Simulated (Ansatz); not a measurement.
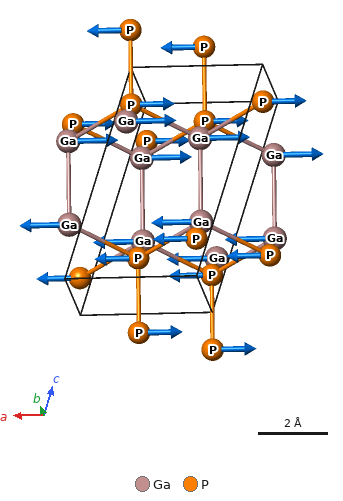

The lowest mode of a crystal of GaP, space group R-3m (No. 166), at the zone centre of a doubled cell. The blue arrows are the displacements of the atoms (eigenvector over the root of the mass), of arbitrary overall length and sign. The picture is a ball-and-stick view of the cell of the calculation, seen from a free direction.

Level of theory: Ansatz 0.2.0, DFT PBE, scalar-relativistic, plane waves, PAW.

The input:
```yaml
crystal:
  lattice:
    - [-3.8846128274, 0.0, 0.0]
    - [0.0, 6.7283467848, 0.0]
    - [1.9423064137, -1.1213911308, -6.4346842719]
  atoms:
    - { symbol: Ga, position: [0.346627121, 0.7822090403, 0.6932542419] }
    - { symbol: Ga, position: [0.846627121, 0.2822090403, 0.6932542419] }
    - { symbol: Ga, position: [0.153372879, 0.7177909597, 0.3067457581] }
    - { symbol: Ga, position: [0.653372879, 0.2177909597, 0.3067457581] }
    - { symbol: P, position: [0.9137352193, 0.9712450731, 0.8274704386] }
    - { symbol: P, position: [0.4137352193, 0.4712450731, 0.8274704386] }
    - { symbol: P, position: [0.5862647807, 0.5287549269, 0.1725295614] }
    - { symbol: P, position: [0.0862647807, 0.0287549269, 0.1725295614] }
basis:
  ecutwfc: 420
kpoints:
  mp_grid: { grid: [8, 4, 8] }
hamiltonian:
  xc: pbe
scf:
  occupations: { method: gaussian, width: 0.05 }
output:
  eigenvalues: true
phonons:
  method: fd
  supercell: [1, 1, 1]
  amplitude: 0.02
  eigenvectors: true
  dielectric: false
```

Launched with:
```bash
ansatz run input.yaml --threads 2 --pin off --max-ram 5120MiB --backend cpu --events-out ev --progress --plain --runs-dir out
```

Frequencies are those without the non-analytic (LO–TO) term.

### Is the structure stable against all modes at this point?

Yes: this softest mode has a real frequency, and so have all others here. That speaks for this wave vector alone: the rest of the zone wasn't checked in this run. This is a non-degenerate mode at 2.16 THz, the lowest level (the three translations aside). All motion is along a of the drawn cell; atoms of one kind move against one another, with no net shift of any sublattice; it mainly bends the Ga–Ga, Ga–P, P–P bonds; the kinetic energy is shared as Ga 75 %, P 25 %. It repeats in both halves of the doubled cell: it is a zone-centre mode of the crystal.
